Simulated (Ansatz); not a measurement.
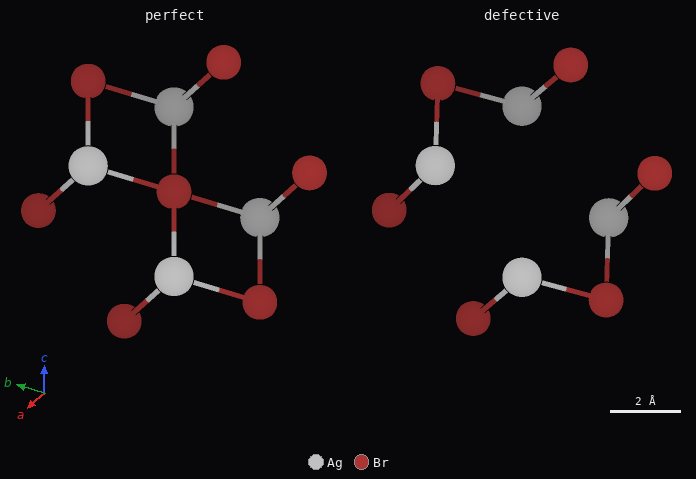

Left: perfect AgBr. Right: the same region with one point defect, after relaxing the atoms in a supercell of 54 sites. Style: ball-and-stick. Shown: the atoms within 4.6 Å of one point, in a slice 3.4 Å thick across the line of sight, from a free direction.

Theory: DFT, PBE, plane-wave PAW, default files, scalar-relativistic (Ansatz 0.2.0). (plane-wave cutoff 420 eV; k-point mesh 2 × 2 × 2; occupations fermi dirac; smearing width 0.01 eV; no spin polarisation) A uniform background neutralises the charged cell. The axes drawn are those of the host's conventional cell.

> Which defect is it?

A bromine atom is taken out (a vacancy).

The charge state of the cell is +1.

> What does the relaxation do around it?

Around the empty Br site the host had 6 Ag at 2.87 Å; after relaxation the nearest atoms are 6 Ag at 2.90 Å. Of the host's atoms, a bromine atom moves furthest from its site, by 0.08 Å. Relaxing the atoms from the host's sites lowers the energy by 0.17 eV.

Limits of the set-up: the cell is charged, on a uniform background, and energies carry no finite-size correction.
